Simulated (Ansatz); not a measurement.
# Calculations on PbO2

**1. Relaxation**

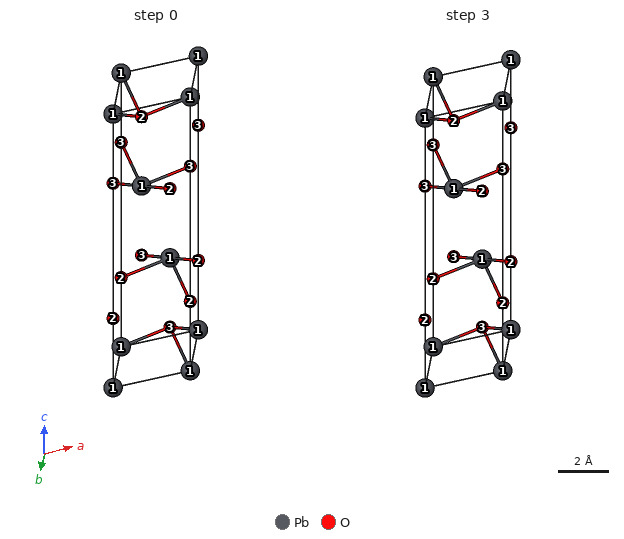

The structure of solid PbO2 (built on the CdCl2 type) before (left) and after (right) a relaxation, at one scale.

The picture is a ball-and-stick view of the conventional cell (3 times the calculation's cell), seen from a free direction. Lengths and directions refer to the drawn axes.

Case: volume × 0.945.

Theory: Ansatz 0.2.0, DFT PBE, scalar-relativistic, plane waves, PAW.

Input file:
```yaml
crystal:
  lattice:
    - [1.7184697309, 0.9921589617, 4.2262080418]
    - [-1.7184697309, 0.9921589617, 4.2262080418]
    - [0.0, -1.9843179234, 4.2262080418]
  atoms:
    - { symbol: Pb, position: [0.0, 0.0, 0.0] }
    - { symbol: O, position: [0.2529994858, 0.2529994858, 0.2529994858] }
    - { symbol: O, position: [0.7470005142, 0.7470005142, 0.7470005142] }
basis:
  ecutwfc: 420
  ecutrho_ratio: 4
kpoints:
  mp_grid: { grid: [12, 12, 12] }
hamiltonian:
  xc: pbe
scf:
  occupations: { method: gaussian, width: 0.05 }
output:
  forces: true
  stress: true
  eigenvalues: true
relax:
  f_tol: 0.01
  max_steps: 40
  cell: { stress_tol: 0.1, fix: [volume] }
```

Launched with:
```bash
ansatz run input.yaml --threads 2 --pin off --max-ram 2662MiB --backend cpu --events-out ev --progress --plain --runs-dir out
```

> Summarise the run.

The largest moves relative to the cell, 0.012 Å, are those of O2 and O3. O3 goes along +c. Pb stays in place. The drawn cell changes at constant volume: a = b 3.437 → 3.461 Å (+0.7 %), c 12.679 → 12.504 Å (−1.4 %). Among the contacts that change: Pb1–O2 2.230 → 2.242 Å. The space group stays R-3m (No. 166). Over 2 accepted moves (3 points after the start) the energy falls by 1.3 meV per atom. The largest force component goes from 0.12 to 0.003 eV/Å. Pressure: 2.83 GPa at the start and 1.24 GPa at the end. At 1 point the geometry stayed and the basis and grid were re-selected for the new cell (energy shift of less than 0.05 meV per atom at most each time). The run took 14 s on 2 threads of Arm Neoverse V2 (shared host), peak memory 0.42 GiB.

**2. Relaxation**

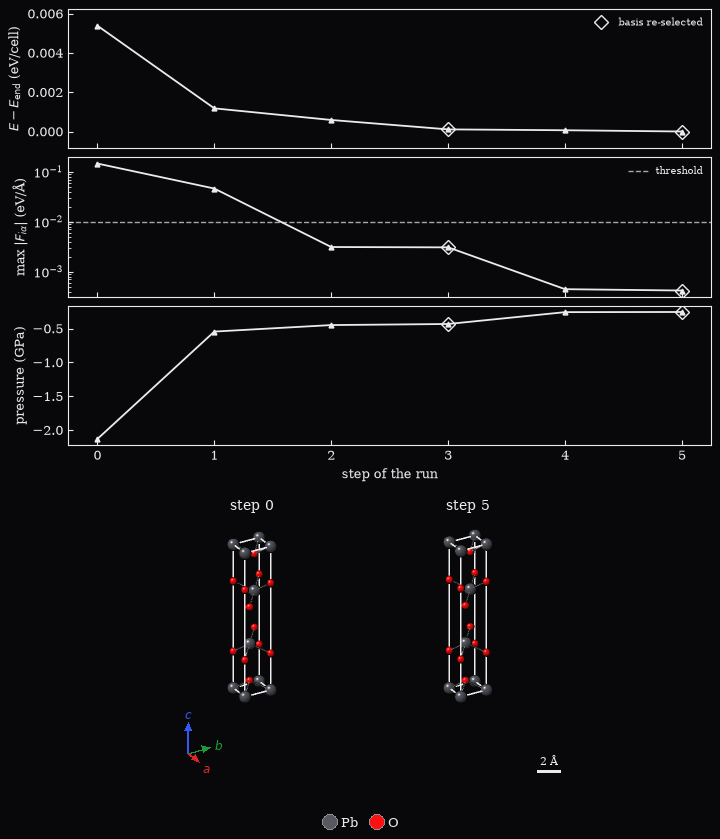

First and last geometry of a relaxation of solid PbO₂ (built on the CdCl2 type), with the history of the run. Style: ball-and-stick. Shown: the conventional cell (3 times the calculation's cell), slightly off an axis. Lengths and directions refer to the drawn axes.

Case: volume × 1.020.

All numbers below come from DFT PBE, scalar-relativistic, plane waves, PAW in Ansatz 0.2.0.

Input file:
```yaml
crystal:
  lattice:
    - [1.7345742766, 1.0014569255, 4.4773104206]
    - [-1.7345742766, 1.0014569255, 4.4773104206]
    - [0.0, -2.002913851, 4.4773104206]
  atoms:
    - { symbol: Pb, position: [0.0, 0.0, 0.0] }
    - { symbol: O, position: [0.2556547323, 0.2556547323, 0.2556547323] }
    - { symbol: O, position: [0.7443452677, 0.7443452677, 0.7443452677] }
basis:
  ecutwfc: 420
  ecutrho_ratio: 4
kpoints:
  mp_grid: { grid: [12, 12, 12] }
hamiltonian:
  xc: pbe
scf:
  occupations: { method: gaussian, width: 0.05 }
output:
  forces: true
  stress: true
  eigenvalues: true
relax:
  f_tol: 0.01
  max_steps: 40
  cell: { stress_tol: 0.1, fix: [volume] }
```

Command:
```bash
ansatz run input.yaml --threads 2 --pin off --max-ram 2662MiB --backend cpu --events-out ev --progress --plain --runs-dir out
```

Question: Did the run converge, and what did it change?

Answer: It converged. Over 3 accepted moves (5 points after the start) the energy falls by 5.4 meV per cell of the calculation. Largest force component: 0.15 eV/Å at the start, 0.00042 eV/Å at the end. The pressure goes from −2.13 to −0.26 GPa. The SCF was repeated twice at an unchanged geometry on a basis and grid sized afresh for the cell, which shifted the energy by 0.5 meV per cell of the calculation at most. The largest moves relative to the cell, 0.018 Å, are those of O2 and O3. O3 goes along −c. Pb stays in place. The drawn cell changes at constant volume: a = b 3.469 → 3.443 Å (−0.8 %), c 13.432 → 13.636 Å (+1.5 %). Some distances before and after: Pb1–O2 2.258 → 2.244 Å. The space group stays R-3m (No. 166). The run took 23 s on 2 threads of Arm Neoverse V2, on a shared host, peak memory 0.45 GiB.

**3. A change**

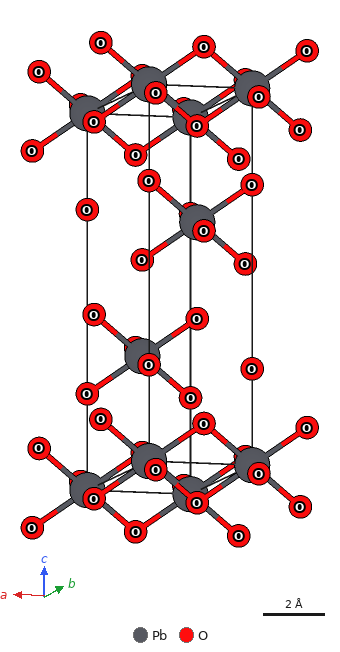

The starting point is a crystal of PbO2 (built on the CdCl2 type). Style: ball-and-stick. Shown: the conventional cell (3 times the calculation's cell), from a free direction. Lengths and directions refer to the drawn axes.

Method: DFT PBE, scalar-relativistic, plane waves, PAW (Ansatz 0.2.0). Settings: plane-wave cutoff 420 eV; k-point mesh 12 × 12 × 12; occupations gaussian; smearing width 0.05 eV; no spin polarisation.

The variant: The cell is strained by +0.5 % along [1 −3 0], −0.5 % along [3 2 0], none along the third axis (volume 0.0 %), the atoms keeping their fractional coordinates. No relaxation follows.

Question: What does the calculation give for the changed structure?

Answer: The energy changes by less than 1 meV per atom. The pressure goes from 0.0 to 0.0 GPa. The principal stresses (compression positive) are 0.6 GPa roughly along [3 2 0], −0.6 GPa roughly along [1 −2 0], none along the third axis. The forces stay under 0.01 eV/Å. Among the bonded contacts that change: O–Pb 2.244 → 2.236 to 2.251 Å. The space group (tolerance 0.01 Å) goes from R-3m (No. 166) to P-1 (No. 2).

**4. Distortion**

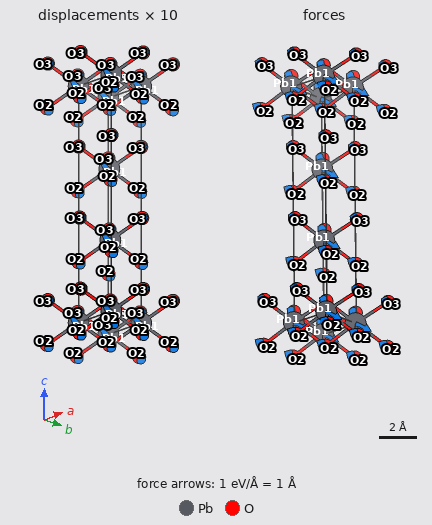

Left: solid PbO$_{2}$ (built on the CdCl2 type), with blue arrows for the displacements applied to it (without the part that the change of the cell carries along). Right: the displaced structure with the computed forces. Besides, the cell is strained by +1.9 % roughly along [3 −3 −1], −1.9 % in a general direction near [3 3 1], none along the third axis (volume +0.1 %). Style: ball-and-stick. Shown: the conventional cell (3 times the calculation's cell), from a free direction. Lengths and directions refer to the drawn axes.

All numbers below come from DFT PBE, scalar-relativistic, plane waves, PAW in Ansatz 0.2.0. (plane-wave cutoff 420 eV; k-point mesh 12 × 12 × 12; occupations gaussian; smearing width 0.05 eV; no spin polarisation)

Describe the distortion and the response.

Answer. Atoms are displaced by up to 0.09 Å (root mean square over those that move 0.07 Å) relative to the cell: O2 0.09 Å roughly along [3 −1 −1], Pb1 0.06 Å in a general direction near [−3 −3 1]. No relaxation follows. It costs 34.9 meV per atom. Pressure: 0.0 GPa before, −0.5 GPa after. The principal stresses (compression positive) are 2.6 GPa along [2 −2 1], 0.9 GPa roughly along [1 1 0], −5.2 GPa along [3 −1 −1]. The largest force is 1 eV/Å, on Pb1, in a general direction near [3 3 −1]. The forces mostly point back along the displacements (cosine −0.92). Some distances before and after: O–Pb 2.244 → 2.153 to 2.394 Å. The space group (tolerance 0.01 Å) goes from R-3m (No. 166) to P1 (No. 1).
